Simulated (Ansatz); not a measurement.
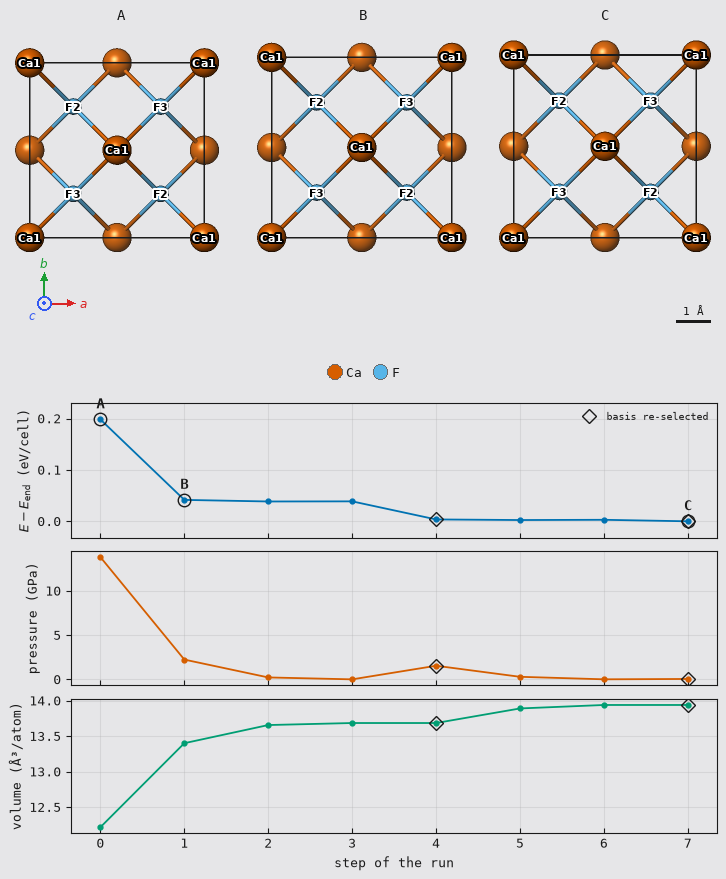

Frames of a relaxation of crystalline CaF₂ (built on the fluorite type), marked on the history of the run. Style: ball-and-stick. Shown: the conventional cell (4 times the calculation's cell), along the c axis. Lengths and directions refer to the drawn axes.

Theory: DFT, PBE, plane waves, PAW (Ansatz 0.2.0). Set-up: plane-wave cutoff 420 eV; k-point mesh 8 × 8 × 8; occupations fermi dirac; smearing width 0.02 eV; no spin polarisation; cell and atoms relaxed; force threshold 0.005 eV/Å.

Question: What happens along the run?

Answer: Over 5 accepted moves (7 points after the start) the energy falls by 0.198 eV per cell of the calculation. All forces vanish by symmetry, so only the cell relaxes. Pressure: 13.81 GPa at the start and 0.05 GPa at the end. At 2 points the geometry stayed and the basis and grid were re-selected for the new cell (energy shift of 35.2 meV per cell of the calculation at most each time). The atoms keep their places relative to the cell (all moves are under 0.005 Å). Cell: a = b = c 5.273 → 5.510 Å (+4.5 %). Volume +14.1 %. Among the contacts that change: Ca1–F2 2.283 → 2.386 Å. The space group stays Fm-3m (No. 225). The run took 2.7 s on 4 threads of Arm Neoverse V1, with other jobs on the host, peak memory 0.3 GiB. From step 0 to 1: volume +9.7 %, energy −0.157 eV per cell of the calculation. From step 1 to 7: volume +4.0 %, energy −41.7 meV per cell of the calculation.

| step | E − E(0), meV/atom | pressure, GPa | volume, Å³/atom | note |
| --- | --- | --- | --- | --- |
| 0 | 0.00 | 13.81 | 12.217 |  |
| 1 | -52.19 | 2.24 | 13.401 |  |
| 2 | -53.22 | 0.22 | 13.656 |  |
| 3 | -53.14 | 0.00 | 13.685 |  |
| 4 | -64.87 | 1.54 | 13.685 | same geometry, new basis |
| 5 | -65.26 | 0.29 | 13.890 |  |
| 6 | -65.10 | 0.01 | 13.939 |  |
| 7 | -66.08 | 0.05 | 13.939 | same geometry, new basis |
